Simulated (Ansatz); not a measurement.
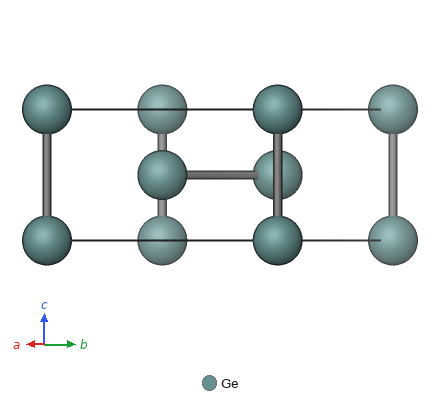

The structure, seen along [210]; the drawing may span several cells.

Structure (in its standard cell), the end point of a relaxation with DFT, PBE, plane waves (420 eV) with PAW, scalar-relativistic (Ansatz); the starting structure was generated, so it need not be a known form of this composition:

Space group P6/mmm (No. 191). a = 4.909 Å, b = 4.909 Å, c = 2.786 Å, α = 90.00°, β = 90.00°, γ = 120.00°
| atom | site | symmetry | x | y | z |
| --- | --- | --- | --- | --- | --- |
| Ge | 1a | 6/mmm | 0.0000 | 0.0000 | 0.0000 |
| Ge | 2d | -6m2 | 0.3333 | 0.6667 | 0.5000 |

What does the kinematic electron diffraction pattern along [210] look like at 80 kV (B = 0.5 Å²)?

The spots form a rectangular net whose two shortest vectors correspond to d = 2.79 Å and 2.45 Å, 90.0° apart. They are 0 0 1 and 1 -2 0. The pattern has symmetry 2mm. No reflection of this zone is absent.

Strongest reflections with d > 0.86 Å, one of each family (|F|² from tabulated Gaussian fits of the electron scattering factors, times a small damping for the curvature of the Ewald sphere):

```csv
hkl,d (Å),I (strongest = 100)
1 -2 0,2.454,100
0 0 2,1.393,30
2 -4 0,1.227,22
1 -2 2,1.212,21
0 0 1,2.786,14
2 -4 2,0.921,10
```

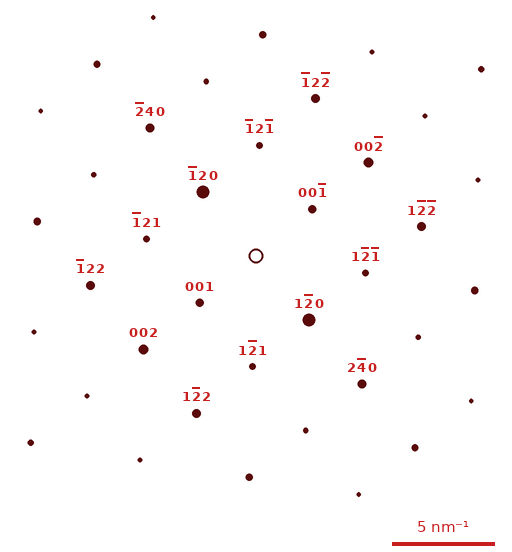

Calculated pattern, seen from the source side with [210] pointing towards the source.
